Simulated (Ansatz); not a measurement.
**Energy of CuO along an even scaling of the cell**

System: CuO (Cccm, 4 atoms in the cell).
Method: Kohn-Sham DFT of a periodic cell, LDA, all-electron LAPW, scalar-relativistic, no spin polarisation (Ansatz 0.2.0).

The 7 runs differ only in the geometry, by an even scaling of the cell at fixed fractional positions. The structure derives from a Materials Project entry.

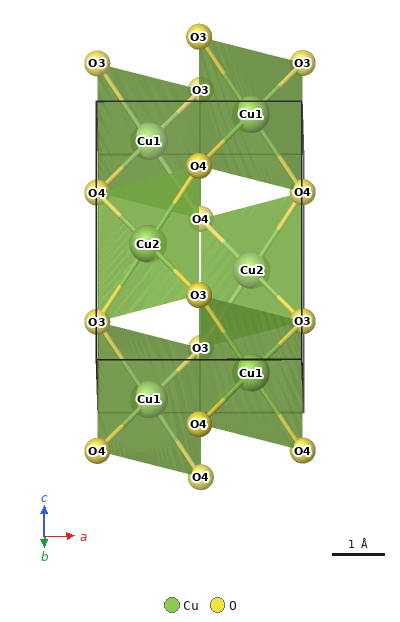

Figure 1. The structure of run 4 (polyhedral view of the cell 2 times as large as that of the calculation, set on its symmetry axes, seen at an oblique angle; polyhedra are completed across the faces of the cell; atoms are numbered from 1 in the order of the input). An atom can appear more than once, as a periodic image.

### Input of run 4
```yaml
crystal:
  lattice:
    - [1.990968, -2.15355, 0.0]
    - [1.990968, 2.15355, 0.0]
    - [0.0, 0.0, 5.155928]
  atoms:
    - { symbol: Cu, position: [0.5, 0.0, 0.0] }
    - { symbol: Cu, position: [0.0, 0.5, 0.5] }
    - { symbol: O, position: [0.5, 0.5, 0.25] }
    - { symbol: O, position: [0.5, 0.5, 0.75] }
kpoints:
  mp_grid: { grid: [9, 9, 5] }
scf:
  occupations: { method: fermi_dirac, width: 0.05 }
hamiltonian:
  xc: lda
  pseudopotentials: { kind: all_electron, lapw: { basis_error: 0.002 } }
output:
  forces: true
  stress: true
  eigenvalues: true
```

Command:
```bash
ansatz run input.yaml --threads 2 --pin off --max-ram 8192MiB --backend cpu --events-out ev --progress --plain --runs-dir out
```

Lattice vectors (Å) and fractional positions of run 4:
```
   1.990968   -2.153550    0.000000
   1.990968    2.153550    0.000000
   0.000000    0.000000    5.155928
Cu  0.500000 -0.000000  0.000000
Cu -0.000000  0.500000  0.500000
O   0.500000  0.500000  0.250000
O   0.500000  0.500000  0.750000
```

Run 6 differs from it as follows:
```diff
-    - [1.990968, -2.15355, 0.0]
-    - [1.990968, 2.15355, 0.0]
-    - [0.0, 0.0, 5.155928]
+    - [2.0171679519, -2.1818894341, 0.0]
+    - [2.0171679519, 2.1818894341, 0.0]
+    - [0.0, 0.0, 5.2237769386]
```

### Results, with one run withheld

| run | volume per atom (Å³) | free energy per atom, from the lowest run given (meV) | pressure (GPa) |
| --- | --- | --- | --- |
| 1 | 10.390 | 0.00 | −2.19 |
| 2 | 10.611 | 5.62 | −5.88 |
| 3 | 10.832 | 16.05 | −9.15 |
| 4 | 11.053 | 30.71 | −12.04 |
| 5 | 11.274 | 49.14 | −14.60 |
| 6 | 11.496 | ? | ? |
| 7 | 11.717 | 95.54 | −18.84 |

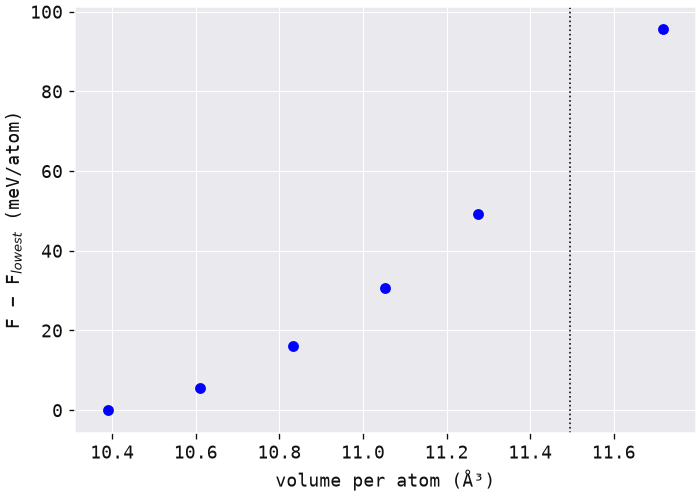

Figure 2. Free energy per atom of the runs given; the dotted line marks run 6.

Estimate the energy of run 6 from the others.

A cubic polynomial in V^(−2/3) (the Birch–Murnaghan form), fitted to the 6 runs given, misses them by at most 0.01 meV per atom. With x = V^(−2/3) − 0.20261 Å⁻², it reads F = 24.404 − 5545.6 x + 2.9908e+05 x² + 6.5488e+05 x³ (meV per atom). At run 6 it gives 70.94 meV per atom, and the run itself gives 70.88. The slope of the fit gives a pressure −dF/dV of −16.83 GPa there, and the run prints −16.85 GPa. The fit has no minimum inside this range.

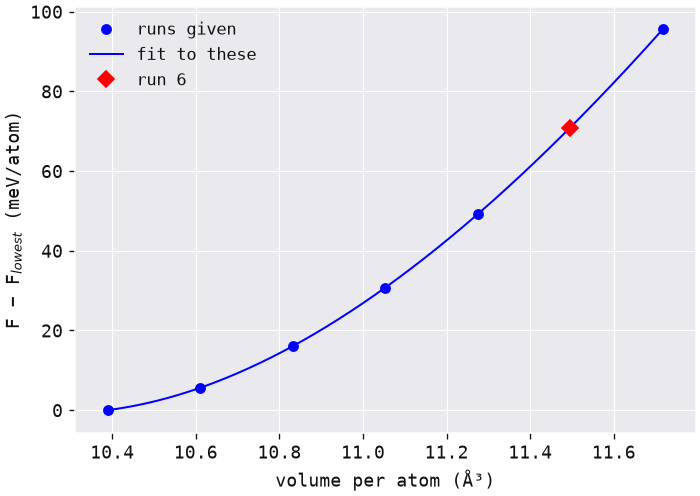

Figure 3. The fit and the withheld run.

### Output, shortened to warnings, some set-up lines, iterations and results (run 6)
```
Basis set: ecut = 394.10367428256524 eV, 817 PW (Γ), exchange–correlation at level 2
Symmetry: 8 space group operations
k-points: 75 of 405
Initial density: superposition of atomic densities (chi_scale 0.1, normalization cell, long waves kept (reshape's long-wave potential 0.00 eV rms))
[...]
SCF iter   1: F=—  HF=-94005.640829 eV  |F-HF|=—  |Δ(HF+E_count)|=         —  Δρ=1.50e-1  dr2=1.18e1  ethr=2.18e-2  ⟨swp⟩=2.0  Hψ=15993  notcnv=0
SCF iter   2: F=—  HF=-94001.879337 eV  |F-HF|=—  |Δ(HF+E_count)|=    3.76e0  Δρ=8.88e-2  dr2=4.37e0  ethr=2.18e-2  ⟨swp⟩=2.0  Hψ=7425  notcnv=0
SCF iter   3: F=—  HF=-94001.006605 eV  |F-HF|=—  |Δ(HF+E_count)|=   8.73e-1  Δρ=5.72e-2  dr2=1.60e0  ethr=8.09e-3  ⟨swp⟩=2.0  Hψ=7578  notcnv=0
SCF iter   4: F=—  HF=-93999.479739 eV  |F-HF|=—  |Δ(HF+E_count)|=    1.53e0  Δρ=1.18e-2  dr2=3.25e-2  ethr=6.03e-5  ⟨swp⟩=2.0  Hψ=12601  notcnv=0
SCF iter   5: F=—  HF=-93999.466996 eV  |F-HF|=—  |Δ(HF+E_count)|=         —  Δρ=2.73e-3  dr2=1.81e-3  ethr=6.02e-5  ⟨swp⟩=2.0  Hψ=7220  notcnv=0
SCF iter   6: F=—  HF=-93999.466899 eV  |F-HF|=—  |Δ(HF+E_count)|=   9.67e-5  Δρ=2.62e-4  dr2=3.36e-5  ethr=3.36e-6  ⟨swp⟩=2.0  Hψ=7163  notcnv=0
SCF iter   7: F=—  HF=-93999.466888 eV  |F-HF|=—  |Δ(HF+E_count)|=   1.12e-5  Δρ=3.75e-5  dr2=2.93e-7  ethr=6.22e-8  ⟨swp⟩=2.0  Hψ=7162  notcnv=0
SCF iter   8: F=-93999.466888 eV  HF=-93999.466888 eV  |F-HF|=6.27e-8  |Δ(HF+E_count)|=   4.53e-8  Δρ=1.14e-5  dr2=4.65e-8  ethr=5.43e-10  ⟨swp⟩=2.1  Hψ=7188  notcnv=0
SCF 1 converged in 8 iterations: F = -93999.466888 eV  dr2 = 4.65e-8
SCF converged after 8 iterations
Free energy (F): -93999.466888 eV
Harris-Foulkes:  -93999.466888 eV  (|F-HF|=6.27e-8)
Internal energy: -93999.447193 eV  (E = F + TS)
E sigma→0 (E₀):  -93999.457040 eV
Entropy (-TS):   -0.019695 eV (-4.924 meV/atom)
Fermi energy:    9.636014 eV
--- Per-component energies (eV) ---
  E_band       = -2941.289191
  E_kinetic    = 95479.158293
  E_xc         = -3973.490055
  E_electrostatic = -185505.115430  (all electrons and nuclei)
  E_smearing   = -0.019695  (= −TS)
  E_closure    = 0.000000  (closes the sum)
  E_atoms      = -93976.276714  (free atoms, spherical and without spin; not in F)
  Σ components = -93999.466888   (vs F -93999.466888, Δ=0.00e0)
  Basis errors (estimates in eV, not in F): energy 8.6e-4 per atom: plane waves 7.9e-4 (4.7e-4 summed), levels above the bands 3.9e-93, relativity 6.8e-9, radial functions 6.5e-5, core shells 7.8e-9; eigenvalues (radial functions only) 1.2e-5; not estimated: angular momenta, meshes, grids; target …
--- Forces (eV/Å), atoms counted from 1 ---
  atom   1  Cu    -0.00000000     0.00000000     0.00000000
  atom   2  Cu    -0.00000000     0.00000000     0.00000000
  atom   3  O     -0.00000000     0.00000000    -0.00000000
  atom   4  O      0.00000000     0.00000000     0.00000000
  max |Σ_I F_I| component: 1.50e-29 eV/Å
--- Stress (GPa, compression-positive) ---
      -13.489817      -0.000000      -0.000000
       -0.000000     -16.162061       0.000000
       -0.000000       0.000000     -20.911237
  P = ⅓ Tr σ = -16.8544 GPa (-168.544 kbar)
```

Notes: The run has no spin polarisation, so a magnetic state may lie lower.
